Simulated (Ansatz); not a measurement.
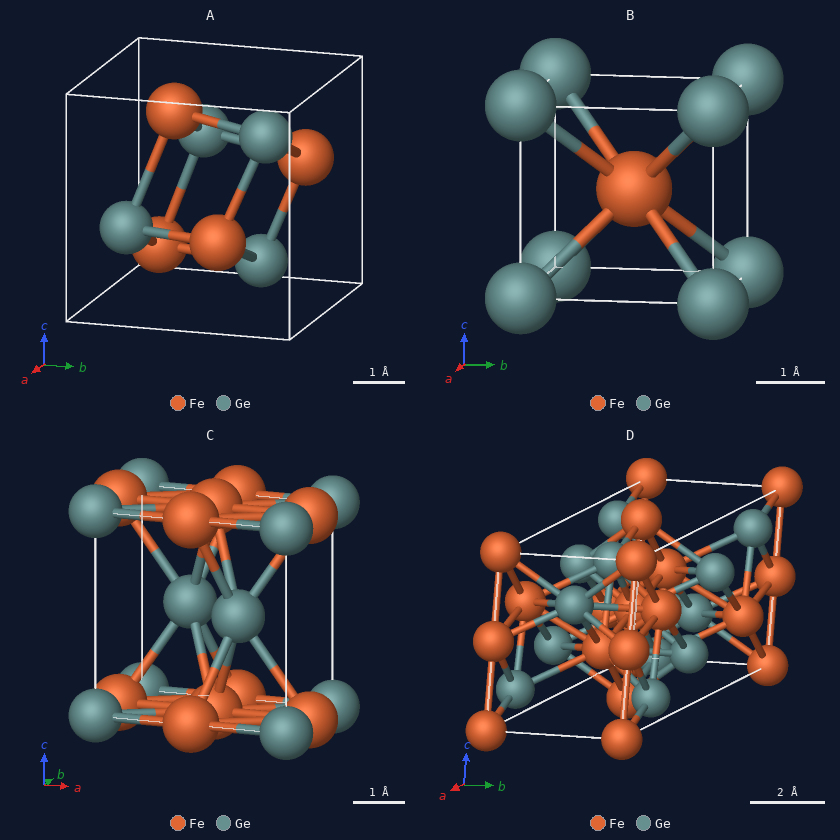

Four structures of FeGe, each relaxed to rest (conventional cells in solid outline, small ones repeated, each panel with its own scale). Method: DFT PBE, scalar-relativistic, plane waves, PAW (Ansatz 0.2.0), with collinear spins.

**What are the structures shown?**

A: 8 atoms a cell on a primitive cubic lattice, P2_13; B: caesium chloride (CsCl, B2) type, Pm-3m; C: 6 atoms a cell on a primitive hexagonal lattice, P6/mmm; D: 16 atoms a cell on a base-centred monoclinic lattice, C2/m.

**Rank them by energy, lowest first.**

C, then D (+23 meV/atom), A (+32 meV/atom) and B (+140 meV/atom), energies at zero smearing.

**Collect the results in a table.**

| panel | structure | E − E(lowest) (meV/atom) | volume (Å³/atom) | gap (eV) |
| --- | --- | --- | --- | --- |
| C | P6/mmm | 0 | 14.4 | metal |
| D | C2/m | 23 | 13.8 | metal |
| A | P2_13 | 32 | 12.7 | metal |
| B | Pm-3m | 140 | 12.1 | metal |

Some of these may be structure types tried for this composition rather than known phases, and the most stable form need not be among them. Gaps are taken on the k-mesh or band path of each run.
